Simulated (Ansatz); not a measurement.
## CdS: a changed input and its effect

System: CdS (P6₃mc, 8 atoms in the cell).
Method of run 1: DFT, PBE, plane waves, PAW, no spin polarisation (Ansatz 0.2.0).

The structure derives from a Materials Project entry. Text and figures count atoms from 1; the logs count them from 0 in places.

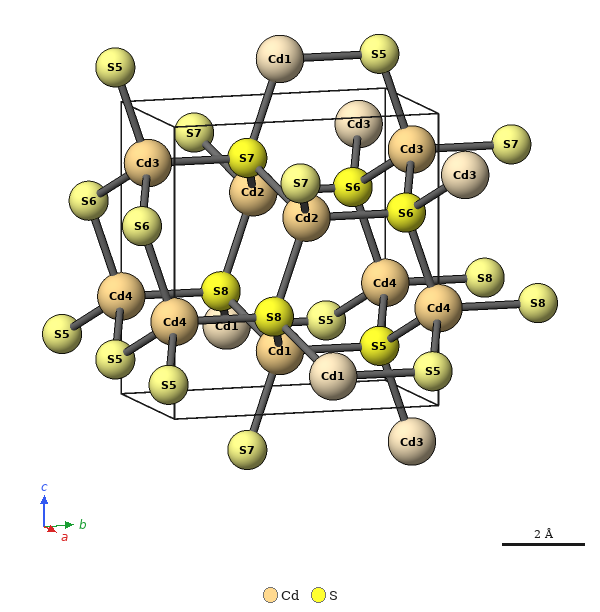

Figure 1. The structure (ball-and-stick view of the cell of the calculation, seen slightly off an axis; neighbours outside the cell are drawn fainter; atoms are numbered from 1 in the order of the input).

### The input, run 1
```yaml
crystal:
  lattice:
    - [2.0984866692, 3.6346855301, 0.0]
    - [0.0, 0.0, 6.8314511231]
    - [6.2954600076, -3.63468553, 0.0]
  atoms:
    - { symbol: Cd, position: [0.5, 0.5002641351, 0.1666666667] }
    - { symbol: Cd, position: [0.0, 0.5002641351, 0.6666666667] }
    - { symbol: Cd, position: [0.5, 0.0002641351, 0.8333333333] }
    - { symbol: Cd, position: [0.0, 0.0002641351, 0.3333333333] }
    - { symbol: S, position: [0.5, 0.8767358649, 0.1666666667] }
    - { symbol: S, position: [0.0, 0.8767358649, 0.6666666667] }
    - { symbol: S, position: [0.5, 0.3767358649, 0.8333333333] }
    - { symbol: S, position: [0.0, 0.3767358649, 0.3333333333] }
basis:
  ecutwfc: 420
  ecutrho_ratio: 8
kpoints:
  mp_grid: { grid: [6, 4, 4] }
hamiltonian:
  xc: pbe
scf:
  occupations: { method: gaussian, width: 0.02 }
output:
  forces: true
  eigenvalues: true
  stress: true
```

Command:
```bash
ansatz run input.yaml --threads 1 --pin off --max-ram 2560MiB --backend cpu --events-out ev --progress --plain --runs-dir out
```

Hardware: 1 thread of Arm Neoverse V2, 128 GiB of memory available, shared host.

### Output, shortened to warnings, some set-up lines, iterations and results (run 1)
```
Basis set: ecut = 420 eV, 4021 PW (Γ), exchange–correlation on 80×144×144 points (8 copies of the dense FFT grid, shifted against one another)
Symmetry: 8 space group operations
k-points: 36 of 96 (time reversal used)
Initial density: superposition of atomic densities (neutral atoms: chi_scale 0, normalization atom), corrected by the library's trained network
[...]
SCF iter   1: F=—  HF=-36631.319898 eV  |F-HF|=—  |Δ(HF+E_count)|=         —  Δρ=6.04e-4  dr2=1.08e-3  ethr=1.77e-3  ⟨swp⟩=6.6  Hψ=8397  notcnv=0  defer=10
SCF iter   2: F=—  HF=-36631.323027 eV  |F-HF|=—  |Δ(HF+E_count)|=   3.13e-3  Δρ=3.36e-4  dr2=3.13e-4  ethr=1.04e-6  ⟨swp⟩=2.9  Hψ=4851  notcnv=0  defer=116
SCF iter   3: F=—  HF=-36631.323144 eV  |F-HF|=—  |Δ(HF+E_count)|=   1.18e-4  Δρ=1.13e-4  dr2=1.92e-5  ethr=3.01e-7  ⟨swp⟩=2.0  Hψ=3353  notcnv=0  defer=25
SCF iter   4: F=—  HF=-36631.322954 eV  |F-HF|=—  |Δ(HF+E_count)|=   1.90e-4  Δρ=5.23e-5  dr2=5.18e-6  ethr=1.85e-8  ⟨swp⟩=2.2  Hψ=3104  notcnv=0  defer=25
SCF iter   5: F=—  HF=-36631.322963 eV  |F-HF|=—  |Δ(HF+E_count)|=   8.82e-6  Δρ=1.30e-5  dr2=5.00e-7  ethr=4.98e-9  ⟨swp⟩=2.0  Hψ=3353  notcnv=0  defer=25
SCF iter   6: F=-36631.322963 eV  HF=-36631.322963 eV  |F-HF|=7.53e-8  |Δ(HF+E_count)|=   4.35e-7  Δρ=4.72e-6  dr2=7.22e-8  ethr=9.62e-11  ⟨swp⟩=7.4  Hψ=8554  notcnv=0
SCF 1 converged in 6 iterations: F = -36631.322963 eV  dr2 = 7.22e-8
SCF converged after 6 iterations
Free energy (F): -36631.322963 eV
Harris-Foulkes:  -36631.322963 eV  (|F-HF|=7.53e-8)
Internal energy: -36631.322963 eV  (E = F + TS)
E sigma→0 (E₀):  -36631.322963 eV
Fermi energy:    6.791947 eV
--- Per-component energies (eV) ---
  E_band       = -2083.825032
  E_kinetic    = 2443.395536
  E_local      = -16358.607400  (includes V_loc(G=0)·N_el)
  E_nonlocal   = 248.879626
  E_hartree    = 7499.279835
  E_xc         = -1093.566224
  E_vxc        = -1233.689365  (∫ρ·V_xc dr)
  E_paw        = -18735.736030  (= ΣΔE_a)
  E_vpaw       = -2182.382489  (= ΣTr[D̂ρ^β])
  E_aug_tail   = 0.000003  (compensation charges beyond the density's cutoff)
  E_ewald      = -10634.968309
  E_smearing   = -0.000000  (= −TS)
  E_closure    = 0.000000  (closes the sum)
  Σ components = -36631.322963   (vs F -36631.322963, Δ=0.00e0)
--- Forces (eV/Å), atoms counted from 1 ---
  atom   1  Cd    -0.00031723     0.00018315    -0.00137580
  atom   2  Cd    -0.00031723     0.00018315    -0.00137580
  atom   3  Cd     0.00031723    -0.00018315    -0.00137580
  atom   4  Cd     0.00031723    -0.00018315    -0.00137580
  atom   5  S     -0.00024346     0.00014056     0.00136405
  atom   6  S     -0.00024346     0.00014056     0.00136405
  atom   7  S      0.00024346    -0.00014056     0.00136405
  atom   8  S      0.00024346    -0.00014056     0.00136405
  max |Σ_I F_I| component: 4.70e-5 eV/Å
--- Stress (GPa, compression-positive) ---
       -0.033579       0.004651       0.000000
        0.004651      -0.028208       0.000000
        0.000000       0.000000      -0.041095
  P = ⅓ Tr σ = -0.0343 GPa (-0.343 kbar)
```

For run 2 the input was changed thus:
```diff
-  ecutrho_ratio: 8
+  band_path: { path: [VBM, CBM], npoints: 2 }
+checkpoint:
+  read: start.run
+  write: ck
+  compress: false
+  write_wavefunctions: false
+  write_every: 100000
```

What does this change do to the results?

The energy doesn't change within 0.01 meV per atom. On the same kind of shared host run 2 took about 5.9 times as long.

### Output, shortened to warnings, some set-up lines, iterations and results (run 2)
```
Basis set: ecut = 420 eV, 4021 PW (Γ), exchange–correlation on 60×96×100 points (8 copies of the dense FFT grid, shifted against one another)
Symmetry: 8 space group operations
k-points: 36 of 96 (time reversal used)
Initial density: read from a saved state, or passed on in memory by an earlier SCF of this step, an earlier step, the calling program or the single point that the run made first
[...]
SCF iter   1: F=—  HF=-36631.323130 eV  |F-HF|=—  |Δ(HF+E_count)|=         —  Δρ=5.55e-7  dr2=3.49e-10  ethr=1.31e-7  ⟨swp⟩=3.2  Hψ=14728  notcnv=0
SCF iter   2: F=—  HF=-36631.322950 eV  |F-HF|=—  |Δ(HF+E_count)|=   1.81e-4  Δρ=2.96e-7  dr2=1.21e-10  ethr=1.00e-12  ⟨swp⟩=6.8  Hψ=8090  notcnv=0
SCF iter   3: F=-36631.322950 eV  HF=-36631.322950 eV  |F-HF|=9.46e-11  |Δ(HF+E_count)|=  1.96e-10  Δρ=1.15e-7  dr2=3.03e-11  ethr=1.00e-12  ⟨swp⟩=1.0  Hψ=4684  notcnv=0
SCF 1 converged in 3 iterations: F = -36631.322950 eV  dr2 = 3.03e-11
NSCF: frozen V_eff on 64 k-points
NSCF: frozen V_eff on 64 k-points
NSCF: frozen V_eff on 64 k-points
NSCF: frozen V_eff on 9 k-points
NSCF: frozen V_eff on 7 k-points
NSCF: frozen V_eff on 7 k-points
NSCF: frozen V_eff on 7 k-points
NSCF: frozen V_eff on 7 k-points
NSCF: frozen V_eff on 7 k-points
NSCF: frozen V_eff on 3 k-points
SCF converged after 3 iterations
Free energy (F): -36631.322950 eV
Harris-Foulkes:  -36631.322950 eV  (|F-HF|=9.46e-11)
Internal energy: -36631.322950 eV  (E = F + TS)
E sigma→0 (E₀):  -36631.322950 eV
Fermi energy:    6.791880 eV
--- Per-component energies (eV) ---
  E_band       = -2083.837879
  E_kinetic    = 2443.394873
  E_local      = -16358.615589  (includes V_loc(G=0)·N_el)
  E_nonlocal   = 248.880635
  E_hartree    = 7499.288260
  E_xc         = -1093.565562
  E_vxc        = -1233.688637  (∫ρ·V_xc dr)
  E_paw        = -18735.737318  (= ΣΔE_a)
  E_vpaw       = -2182.385778  (= ΣTr[D̂ρ^β])
  E_aug_tail   = 0.000061  (compensation charges beyond the density's cutoff)
  E_ewald      = -10634.968309
  E_smearing   = -0.000000  (= −TS)
  E_closure    = -0.000000  (closes the sum)
  Σ components = -36631.322950   (vs F -36631.322950, Δ=0.00e0)
--- Forces (eV/Å), atoms counted from 1 ---
  atom   1  Cd    -0.00031660     0.00018279    -0.00136257
  atom   2  Cd    -0.00031660     0.00018279    -0.00136257
  atom   3  Cd     0.00031660    -0.00018279    -0.00136257
  atom   4  Cd     0.00031660    -0.00018279    -0.00136257
  atom   5  S     -0.00024358     0.00014063     0.00136400
  atom   6  S     -0.00024358     0.00014063     0.00136400
  atom   7  S      0.00024358    -0.00014063     0.00136400
  atom   8  S      0.00024358    -0.00014063     0.00136400
  max |Σ_I F_I| component: 5.69e-6 eV/Å
--- Stress (GPa, compression-positive) ---
       -0.033455       0.004649       0.000000
        0.004649      -0.028087       0.000000
        0.000000       0.000000      -0.040953
  P = ⅓ Tr σ = -0.0342 GPa (-0.342 kbar)
```

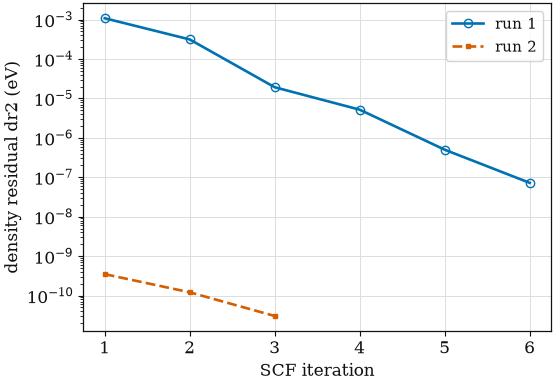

Figure 2. Convergence of the two runs: density residual dr2 against the SCF iteration. Run 1 takes 6 iterations in all, and run 2 takes 3.

### The two runs side by side

| quantity | run 1 | run 2 |
| --- | --- | --- |
| outcome | converged | converged |
| free energy per atom (eV) | −4578.9154 | −4578.9154 |
| gap on the mesh (eV) | 1.11 | 1.11 |
| pressure (GPa) | −0.03 | −0.03 |
| largest force (eV/Å) | 0.001 | 0.001 |
| irreducible k-points | 36 | 36 |
| plane waves at Γ | 4021 | 4021 |
| wall time (shared host) | 30 s | 3 min |
